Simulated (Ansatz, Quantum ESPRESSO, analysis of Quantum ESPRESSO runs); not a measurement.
# Reproducing a measured vacancy formation: monovacancy in Ni (Quantum ESPRESSO)

How near does this set-up come to the measured vacancy formation? Subject: monovacancy in Ni. Set-up: PBE, SSSP 1.3 efficiency PBE, 32-site cell, PBE lattice, k: 4x4x4, start relaxed with Ansatz. The model is a cell of 32 host atoms with 1 Ni taken out. The formation energy is the energy of the cell with the vacancy less that of the same number of atoms in the perfect cell. Other potentials or another program check that the number doesn't hang on one set of files.

What was measured. Vacancy formation energy: 1.6 eV (“Anomalous Diffusion along Metal/Ceramic Interfaces”, 2018, arxiv:1807.04708). The runs below try to reproduce this.

Main program and level: Quantum ESPRESSO 7.5; Quantum ESPRESSO plane-wave DFT, PBE, SSSP 1.3 efficiency PBE potentials; relaxation of all atoms of a defect supercell.

## Step 1: The starting structure

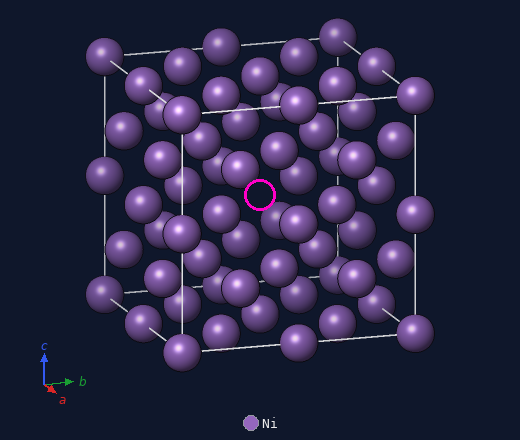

The cell as given, slightly off an axis (nickel purple). A ring marks the centre wherever it is empty. Some periodic images of atoms are drawn too.

The cell holds 31 atoms: 31 Ni. Its edges and angles: a = 7.035 Å, b = 7.035 Å, c = 7.035 Å, α = 90.0°, β = 90.0°, γ = 90.0°. It derives from Ni (space group Fm-3m). Nearest the centre at fractional (0.500, 0.500, 0.500): Ni8 at 2.46 Å, Ni11 at 2.46 Å, Ni18 at 2.46 Å, Ni16 at 2.46 Å, Ni26 at 2.46 Å, Ni24 at 2.46 Å, Ni22 at 2.46 Å, Ni15 at 2.46 Å.

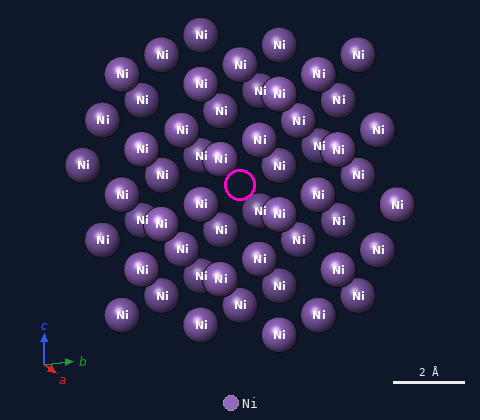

The atoms within 5 Å of the centre. A ring marks the centre wherever it is empty.

The host's primitive cell comes from a first run (Quantum ESPRESSO plane-wave DFT, PBE, SSSP 1.3 efficiency PBE potentials; relaxation of cell and atoms of a defect-free cell): vectors of 2.487, 2.487 and 2.487 Å. That is 10.88 Å³ an atom, 0.5 % under the diffraction cell's volume. The supercell is built on it.

This program's steps are dear, so the start below was first relaxed with Ansatz (plane-wave PAW DFT, PBE; 2.8 min).

## Step 2: Relaxation, charge 0

Every later number rests on the structure around the defect, so the atoms are relaxed at the host's lattice first.

pw.in

```
&CONTROL
  calculation = 'relax'
  prefix = 'pwscf'
  outdir = './tmp'
  pseudo_dir = './pseudo'
  tprnfor = .true.
  disk_io = 'low'
  nstep = 70
  forc_conv_thr = 0.00078
  etot_conv_thr = 0.0001
/
&SYSTEM
  ibrav = 0
  nat = 31
  ntyp = 1
  ecutwfc = 55
  ecutrho = 440
  nbnd = 362
  occupations = 'smearing'
  smearing = 'mv'
  degauss = 0.00734986
  nspin = 2
  starting_magnetization(1) = 0.0389
/
&ELECTRONS
  conv_thr = 3d-08
  electron_maxstep = 100
  mixing_beta = 0.3
/
&IONS
  ion_dynamics = 'bfgs'
/
ATOMIC_SPECIES
Ni    58.6934 ni_pbe_v1.4.uspp.F.UPF
CELL_PARAMETERS angstrom
   7.0349891723    0.0000000000    0.0000000000
   0.0000000000    7.0349891723    0.0000000000
   0.0000000000    0.0000000000    7.0349891723
ATOMIC_POSITIONS crystal
Ni     0.0000000000    0.0000000000    0.0000000000
Ni     0.0000000000    0.2506284819    0.2506284819
Ni     0.2506284819    0.0000000000    0.2506284819
Ni     0.2506284819    0.2506284819    0.0000000000
Ni     0.0000000000    0.0000000000    0.5000000000
Ni     0.0000000000    0.2506284819    0.7493715181
Ni     0.2506284819    0.0000000000    0.7493715181
Ni     0.2526318986    0.2526318986    0.5000000000
Ni     0.0000000000    0.5000000000    0.0000000000
Ni     0.0000000000    0.7493715181    0.2506284819
Ni     0.2526318986    0.5000000000    0.2526318986
Ni     0.2506284819    0.7493715181    0.0000000000
Ni     0.0000000000    0.5000000000    0.5000000000
Ni     0.0000000000    0.7493715181    0.7493715181
Ni     0.2526318986    0.5000000000    0.7473681014
Ni     0.2526318986    0.7473681014    0.5000000000
Ni     0.5000000000    0.0000000000    0.0000000000
Ni     0.5000000000    0.2526318986    0.2526318986
Ni     0.7493715181    0.0000000000    0.2506284819
Ni     0.7493715181    0.2506284819    0.0000000000
Ni     0.5000000000    0.0000000000    0.5000000000
Ni     0.5000000000    0.2526318986    0.7473681014
Ni     0.7493715181    0.0000000000    0.7493715181
Ni     0.7473681014    0.2526318986    0.5000000000
Ni     0.5000000000    0.5000000000    0.0000000000
Ni     0.5000000000    0.7473681014    0.2526318986
Ni     0.7473681014    0.5000000000    0.2526318986
Ni     0.7493715181    0.7493715181    0.0000000000
Ni     0.5000000000    0.7473681014    0.7473681014
Ni     0.7473681014    0.5000000000    0.7473681014
Ni     0.7473681014    0.7473681014    0.5000000000
K_POINTS automatic
4 4 4 0 0 0
```

The run is started by

```console
> OMP_NUM_THREADS=1 mpirun -n 8 pw.x -nk 8 -in pw.in > pw.out
```

The log of the run:

```text
This program is part of the open-source Quantum ESPRESSO suite
     for quantum simulation of materials; please cite
         "P. Giannozzi et al., J. Phys.:Condens. Matter 21 395502 (2009);
         "P. Giannozzi et al., J. Phys.:Condens. Matter 29 465901 (2017);
         "P. Giannozzi et al., J. Chem. Phys. 152 154105 (2020);
          URL
     in publications or presentations arising from this work. More details at

     Message from routine setup:
     using ibrav=0 with symmetry is DISCOURAGED, use correct ibrav instead

     K-points division:     npool     =       8
     Subspace diagonalization in iterative solution of the eigenvalue problem:
     a serial algorithm will be used

     G-vector sticks info
     --------------------
     sticks:   dense  smooth     PW     G-vecs:    dense   smooth      PW
     Sum        6181    3093    869               365781   129187   19093

     Using Slab Decomposition

     bravais-lattice index     =            0
     lattice parameter (alat)  =      13.2942  a.u.
     unit-cell volume          =    2349.5620 (a.u.)^3
     number of atoms/cell      =           31
     number of atomic types    =            1
     number of electrons       =       558.00
     number of Kohn-Sham states=          362
     kinetic-energy cutoff     =      55.0000  Ry
     charge density cutoff     =     440.0000  Ry
     scf convergence threshold =      3.0E-08
     mixing beta               =       0.3000
     number of iterations used =            8  plain     mixing
     energy convergence thresh.=      1.0E-04
     force convergence thresh. =      7.8E-04
     Exchange-correlation=  SLA  PW   PBX  PBC
                           (   1   4   3   4   0   0   0)
     nstep                     =           70

     celldm(1)=  13.294203  celldm(2)=   0.000000  celldm(3)=   0.000000
     celldm(4)=   0.000000  celldm(5)=   0.000000  celldm(6)=   0.000000

     crystal axes: (cart. coord. in units of alat)
               a(1) = (   1.000000   0.000000   0.000000 )
               a(2) = (   0.000000   1.000000   0.000000 )
               a(3) = (   0.000000   0.000000   1.000000 )

     reciprocal axes: (cart. coord. in units 2 pi/alat)
               b(1) = (  1.000000  0.000000  0.000000 )
               b(2) = (  0.000000  1.000000  0.000000 )
               b(3) = (  0.000000  0.000000  1.000000 )

     PseudoPot. # 1 for Ni read from file:
     ni_pbe_v1.4.uspp.F.UPF
     Pseudo is Ultrasoft + core correction, Zval = 18.0
     Generated by new atomic code, or converted to UPF format
     Using radial grid of  865 points,  6 beta functions with:
                l(1) =   0
                l(2) =   0
                l(3) =   1
                l(4) =   1
                l(5) =   2
                l(6) =   2
     Q(r) pseudized with 10 coefficients,  rinner =    0.980   0.980   0.980
                                                       0.980   0.980

     atomic species   valence    mass     pseudopotential
     Ni               18.00    58.69340     Ni( 1.00)

     Starting magnetic structure
     atomic species   magnetization
     Ni              0.039

     48 Sym. Ops., with inversion, found

   Cartesian axes

     site n.     atom                  positions (alat units)
         1        Ni     tau(   1) = (   0.0000000   0.0000000   0.0000000  )
         2        Ni     tau(   2) = (   0.0000000   0.2506285   0.2506285  )
         3        Ni     tau(   3) = (   0.2506285   0.0000000   0.2506285  )
         4        Ni     tau(   4) = (   0.2506285   0.2506285   0.0000000  )
         5        Ni     tau(   5) = (   0.0000000   0.0000000   0.5000000  )
         6        Ni     tau(   6) = (   0.0000000   0.2506285   0.7493715  )
         7        Ni     tau(   7) = (   0.2506285   0.0000000   0.7493715  )
         8        Ni     tau(   8) = (   0.2526319   0.2526319   0.5000000  )
         9        Ni     tau(   9) = (   0.0000000   0.5000000   0.0000000  )
        10        Ni     tau(  10) = (   0.0000000   0.7493715   0.2506285  )
        11        Ni     tau(  11) = (   0.2526319   0.5000000   0.2526319  )
        12        Ni     tau(  12) = (   0.2506285   0.7493715   0.0000000  )
        13        Ni     tau(  13) = (   0.0000000   0.5000000   0.5000000  )
        14        Ni     tau(  14) = (   0.0000000   0.7493715   0.7493715  )
        15        Ni     tau(  15) = (   0.2526319   0.5000000   0.7473681  )
        16        Ni     tau(  16) = (   0.2526319   0.7473681   0.5000000  )
[...]
24        Ni     tau(  24) = (   0.7473681   0.2526319   0.5000000  )
        25        Ni     tau(  25) = (   0.5000000   0.5000000   0.0000000  )
        26        Ni     tau(  26) = (   0.5000000   0.7473681   0.2526319  )
        27        Ni     tau(  27) = (   0.7473681   0.5000000   0.2526319  )
        28        Ni     tau(  28) = (   0.7493715   0.7493715   0.0000000  )
        29        Ni     tau(  29) = (   0.5000000   0.7473681   0.7473681  )
        30        Ni     tau(  30) = (   0.7473681   0.5000000   0.7473681  )
        31        Ni     tau(  31) = (   0.7473681   0.7473681   0.5000000  )

     number of k points=    10  Marzari-Vanderbilt smearing, width (Ry)=  0.0073
                       cart. coord. in units 2pi/alat
        k(    1) = (   0.0000000   0.0000000   0.0000000), wk =   0.0156250
        k(    2) = (   0.0000000   0.0000000   0.2500000), wk =   0.0937500
        k(    3) = (   0.0000000   0.0000000  -0.5000000), wk =   0.0468750
        k(    4) = (   0.0000000   0.2500000   0.2500000), wk =   0.1875000
        k(    5) = (   0.0000000   0.2500000  -0.5000000), wk =   0.1875000
        k(    6) = (   0.0000000  -0.5000000  -0.5000000), wk =   0.0468750
        k(    7) = (   0.2500000   0.2500000   0.2500000), wk =   0.1250000
        k(    8) = (   0.2500000   0.2500000  -0.5000000), wk =   0.1875000
        k(    9) = (   0.2500000  -0.5000000  -0.5000000), wk =   0.0937500
        k(   10) = (  -0.5000000  -0.5000000  -0.5000000), wk =   0.0156250

     Dense  grid:   365781 G-vectors     FFT dimensions: (  90,  90,  90)

     Smooth grid:   129187 G-vectors     FFT dimensions: (  64,  64,  64)

     Check: negative core charge=   -0.000015
     Generating pointlists ...
     new r_m :   0.1443 (alat units)  1.9184 (a.u.) for type    1

     Initial potential from superposition of free atoms

     starting charge     496.0000, renormalised to     558.0000
     Starting wfcs are  403 randomized atomic wfcs

     Self-consistent Calculation

[...]
-46.8418 -46.8395 -46.8395 -46.8395 -46.8308 -46.8308 -46.8308 -46.8264
   -46.8264 -46.8248 -46.8248 -46.8248   8.2038  11.0113  11.0113  11.0477
[...]
32.0811  32.0811

          k = 0.0000 0.0000 0.2500 ( 16195 PWs)   bands (ev):

[...]
32.3126  32.3904

          k = 0.0000 0.0000-0.5000 ( 16144 PWs)   bands (ev):

[...]
32.8983  32.9236

          k = 0.0000 0.2500 0.2500 ( 16196 PWs)   bands (ev):

[...]
32.3768  32.4838

          k = 0.0000 0.2500-0.5000 ( 16182 PWs)   bands (ev):

[...]
32.3195  32.4014

          k = 0.0000-0.5000-0.5000 ( 16100 PWs)   bands (ev):

[...]
33.0239  33.0239

          k = 0.2500 0.2500 0.2500 ( 16206 PWs)   bands (ev):

[...]
32.6521  32.6521

          k = 0.2500 0.2500-0.5000 ( 16180 PWs)   bands (ev):

[...]
32.5531  32.5815

          k = 0.2500-0.5000-0.5000 ( 16164 PWs)   bands (ev):

[...]
33.1113  33.1302

          k =-0.5000-0.5000-0.5000 ( 16176 PWs)   bands (ev):

[...]
31.7891  31.8743

 ------ SPIN DOWN ----------

          k = 0.0000 0.0000 0.0000 ( 16279 PWs)   bands (ev):

[...]
32.1017  32.1017

          k = 0.0000 0.0000 0.2500 ( 16195 PWs)   bands (ev):

[...]
32.4648  32.4651

          k = 0.0000 0.0000-0.5000 ( 16144 PWs)   bands (ev):

[...]
32.9737  33.0151

          k = 0.0000 0.2500 0.2500 ( 16196 PWs)   bands (ev):

[...]
32.5149  32.6067

          k = 0.0000 0.2500-0.5000 ( 16182 PWs)   bands (ev):

[...]
32.3928  32.4654

          k = 0.0000-0.5000-0.5000 ( 16100 PWs)   bands (ev):

[...]
33.1162  33.1162

          k = 0.2500 0.2500 0.2500 ( 16206 PWs)   bands (ev):

[...]
32.7544  32.7544

          k = 0.2500 0.2500-0.5000 ( 16180 PWs)   bands (ev):

[...]
32.6295  32.6768

          k = 0.2500-0.5000-0.5000 ( 16164 PWs)   bands (ev):

[...]
33.1993  33.2155

          k =-0.5000-0.5000-0.5000 ( 16176 PWs)   bands (ev):

[...]
19.7745  19.7745  19.7790  19.7790  19.7790  19.7892  19.7923  19.7923
    19.8235  19.8235  19.8235  20.1042  20.3961  20.3961  20.3961  25.6631
    25.6631  25.6631  25.7143  25.7143  25.7347  25.7698  25.7698  25.7767
    25.7767  25.7767  25.7842  25.7842  25.7842  25.8102  25.8102  25.8102
    25.9488  25.9488  25.9488  26.3047  26.3047  26.3047  26.3150  31.6209
    31.6700  31.6700  31.6700  31.7026  31.7026  31.7026  31.7057  31.7108
    31.7108  31.7108  31.7195  31.7195  31.7195  31.7524  31.7524  31.7705
    31.7705  31.7705  31.8258  31.8331  31.9024  31.9024  31.9024  31.9294
    31.9294  31.9294

     the Fermi energy is    17.1887 ev

!    total energy              =  -10641.57557373 Ry
     estimated scf accuracy    <       0.00000003 Ry
     smearing contrib. (-TS)   =      -0.00226830 Ry
     internal energy E=F+TS    =  -10641.57330543 Ry

     The total energy is F=E-TS. E is the sum of the following terms:
     one-electron contribution =   -6195.56481057 Ry
     hartree contribution      =    3443.82267680 Ry
     xc contribution           =   -1102.16547314 Ry
     ewald contribution        =   -6787.66569852 Ry

     total magnetization       =    20.29 Bohr mag/cell
     absolute magnetization    =    23.40 Bohr mag/cell

     convergence has been achieved in  26 iterations

     Forces acting on atoms (cartesian axes, Ry/au):

     atom    1 type  1   force =     0.00000000    0.00000000    0.00000000
     atom    2 type  1   force =     0.00000000    0.00014850    0.00014850
     atom    3 type  1   force =     0.00014850   -0.00000000    0.00014850
     atom    4 type  1   force =     0.00014850    0.00014850   -0.00000000
     atom    5 type  1   force =     0.00000000    0.00000000    0.00000000
     atom    6 type  1   force =     0.00000000    0.00014850   -0.00014850
     atom    7 type  1   force =     0.00014850    0.00000000   -0.00014850
     atom    8 type  1   force =    -0.00022820   -0.00022820    0.00000000
     atom    9 type  1   force =     0.00000000    0.00000000    0.00000000
     atom   10 type  1   force =     0.00000000   -0.00014850    0.00014850
     atom   11 type  1   force =    -0.00022820    0.00000000   -0.00022820
     atom   12 type  1   force =     0.00014850   -0.00014850   -0.00000000
     atom   13 type  1   force =     0.00000000    0.00000000    0.00000000
     atom   14 type  1   force =     0.00000000   -0.00014850   -0.00014850
     atom   15 type  1   force =    -0.00022820    0.00000000    0.00022820
     atom   16 type  1   force =    -0.00022820    0.00022820    0.00000000
[...]
atom   24 type  1   force =     0.00022820   -0.00022820    0.00000000
     atom   25 type  1   force =     0.00000000    0.00000000    0.00000000
     atom   26 type  1   force =     0.00000000    0.00022820   -0.00022820
     atom   27 type  1   force =     0.00022820    0.00000000   -0.00022820
     atom   28 type  1   force =    -0.00014850   -0.00014850   -0.00000000
     atom   29 type  1   force =     0.00000000    0.00022820    0.00022820
     atom   30 type  1   force =     0.00022820    0.00000000    0.00022820
     atom   31 type  1   force =     0.00022820    0.00022820    0.00000000

     Total force =     0.001334     Total SCF correction =     0.000289
     SCF correction compared to forces is large: reduce conv_thr to get better values

     BFGS Geometry Optimization
     Energy error            =      1.8E-06 Ry
     Gradient error          =      2.3E-04 Ry/Bohr

     bfgs converged in   1 scf cycles and   0 bfgs steps
     (criteria: energy <  1.0E-04 Ry, force <  7.8E-04 Ry/Bohr)

     End of BFGS Geometry Optimization

     Final energy             =  -10641.5755737265 Ry
Begin final coordinates

ATOMIC_POSITIONS (crystal)
Ni               0.0000000000        0.0000000000        0.0000000000
Ni               0.0000000000        0.2506284819        0.2506284819
Ni               0.2506284819        0.0000000000        0.2506284819
Ni               0.2506284819        0.2506284819        0.0000000000
Ni               0.0000000000        0.0000000000        0.5000000000
Ni               0.0000000000        0.2506284819        0.7493715181
Ni               0.2506284819        0.0000000000        0.7493715181
Ni               0.2526318986        0.2526318986        0.5000000000
Ni               0.0000000000        0.5000000000        0.0000000000
Ni               0.0000000000        0.7493715181        0.2506284819
Ni               0.2526318986        0.5000000000        0.2526318986
Ni               0.2506284819        0.7493715181        0.0000000000
Ni               0.0000000000        0.5000000000        0.5000000000
Ni               0.0000000000        0.7493715181        0.7493715181
Ni               0.2526318986        0.5000000000        0.7473681014
Ni               0.2526318986        0.7473681014        0.5000000000
[...]
Ni               0.7473681014        0.2526318986        0.5000000000
Ni               0.5000000000        0.5000000000        0.0000000000
Ni               0.5000000000        0.7473681014        0.2526318986
Ni               0.7473681014        0.5000000000        0.2526318986
Ni               0.7493715181        0.7493715181        0.0000000000
Ni               0.5000000000        0.7473681014        0.7473681014
Ni               0.7473681014        0.5000000000        0.7473681014
Ni               0.7473681014        0.7473681014        0.5000000000
End final coordinates

=------------------------------------------------------------------------------=
   JOB DONE.
=------------------------------------------------------------------------------=
```

It took 35 min on 8 MPI ranks of Arm Neoverse V1, shared host; peak memory 9.6 GiB.

No atom moved by 0.005 Å in the relaxation.

The atoms nearest to the centre after the run:

| atom | distance (Å) |
| --- | --- |
| Ni8 | 2.461 |
| Ni15 | 2.461 |
| Ni16 | 2.461 |
| Ni11 | 2.461 |
| Ni31 | 2.461 |
| Ni24 | 2.461 |
| Ni22 | 2.461 |
| Ni18 | 2.461 |
| Ni26 | 2.461 |
| Ni27 | 2.461 |
| Ni30 | 2.461 |
| Ni29 | 2.461 |

This step gave:

```
total moment                          : 20.29 μB
integral of the absolute spin density : 23.40 μB
```

(Continued in part 2 of 2.)

[Logs are printed without paths, hosts, clocks, repeated set-up lines and the standing remarks that a program may print on its own settings, such as how far it seeks lower states.]

[Hosts, paths, dates, database ids (printed as entryN), source tags and the programs' standing remarks are cut or masked in the printed files.]

[For some hosts the program warned that the k-mesh of the response run may be too coarse for force constants and the static dielectric constant; such warnings are not shown here.]
